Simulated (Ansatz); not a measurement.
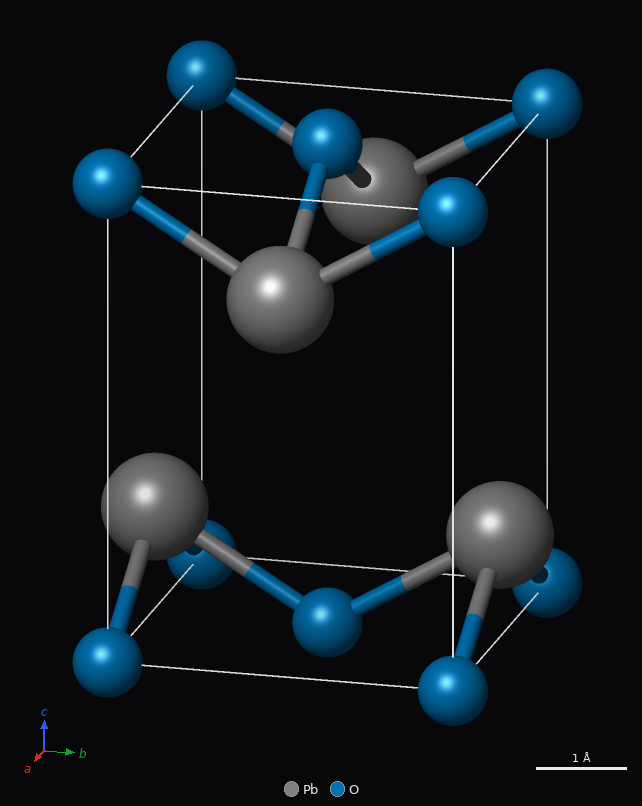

Crystal structure, ball-and-stick style, seen slightly off an axis. The unit cell is outlined; an atom on or near a face, edge or corner is repeated at each equivalent position.

Lattice: a = 4.06 Å, b = 3.98 Å, c = 5.60 Å, α = 90.00°, β = 90.00°, γ = 90.00°.

The bonds drawn are O–Pb up to 2.76 Å (cut-off distances).

Determine the stoichiometry.

Answer. PbO. The cell holds 2 Pb, 2 O, counting shared atoms by their share.

In how many dimensions do the bonds extend?

Answer. The bonds build PbO layers parallel to (001).

Its origin is a structure type known for this compound. The cell was then strained or its atoms displaced on purpose. It was run through Ansatz as a DFT input.
